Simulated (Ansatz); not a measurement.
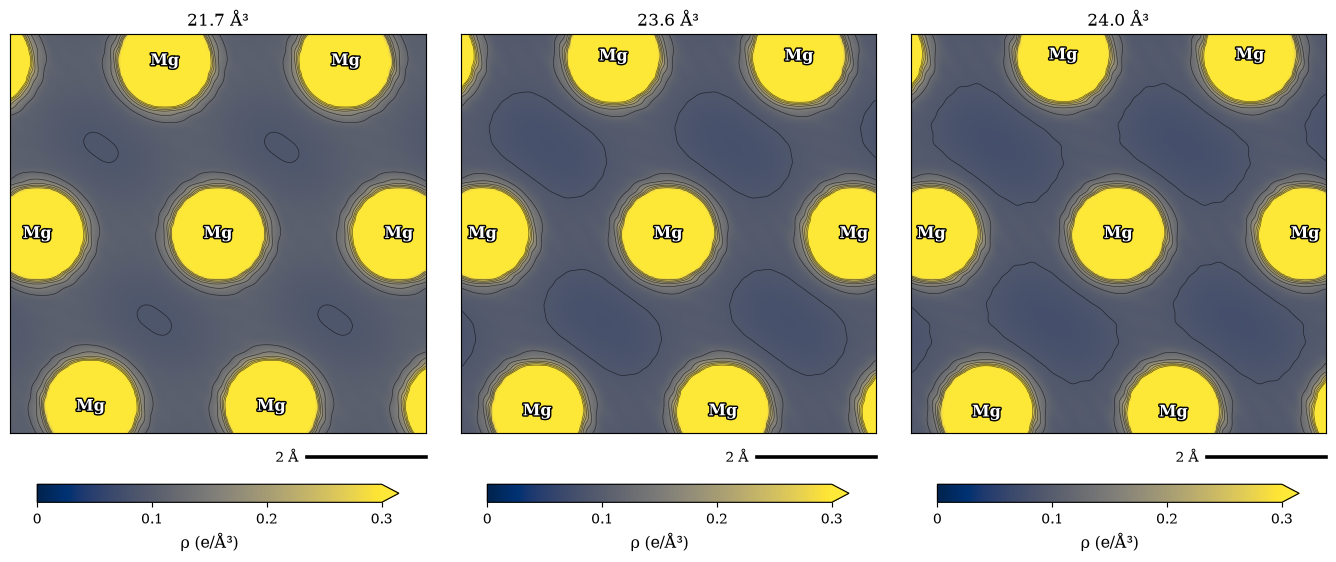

Mg. The valence electron density of cells scaled evenly to different volumes (given per atom above each panel), on the (010) plane of each (indices in the axes of the cell below), at one length scale and on one colour scale.

A structure from a database of computed crystals, not necessarily the ambient phase.

Computed with Kohn-Sham DFT of a periodic cell, PBE, Ansatz PAW (Ansatz 0.2.0).

In a PAW calculation such maps are meaningful between the atoms, not at the nuclei.

The largest cell:

```cif
data_structure
_symmetry_space_group_name_H-M 'P 1'
_symmetry_Int_Tables_number 1
_cell_length_a 3.1529
_cell_length_b 3.1529
_cell_length_c 3.1529
_cell_angle_alpha 107.155
_cell_angle_beta 107.155
_cell_angle_gamma 114.210
_cell_volume 24.00
loop_
_atom_site_label
_atom_site_type_symbol
_atom_site_fract_x
_atom_site_fract_y
_atom_site_fract_z
_atom_site_occupancy
Mg1 Mg 0.00000 0.00000 0.00000 1
```

| volume (Å³/atom) | Mg–Mg contact in the plane (Å) | ρ at its midpoint (e/Å³) | pressure (GPa) | 
| --- | --- | --- | --- |
| 21.74 | 3.050 | 0.106 | 2.2 | 
| 23.10 | 3.113 | ? | ? | 
| 23.55 | 3.133 | 0.098 | −0.8 | 
| 24.00 | 3.153 | 0.096 | −1.4 | 

Question: Estimate the missing row, and compare with the calculation.

Answer: Over the known rows ln ρ falls by 0.96 per Å of Mg–Mg distance (a least-squares line), which gives 0.100 e/Å³ at 3.113 Å; the calculation gives 0.100 e/Å³. For the pressure, a straight line in volume between the neighbouring rows gives −0.1 GPa; the calculation gives −0.1.
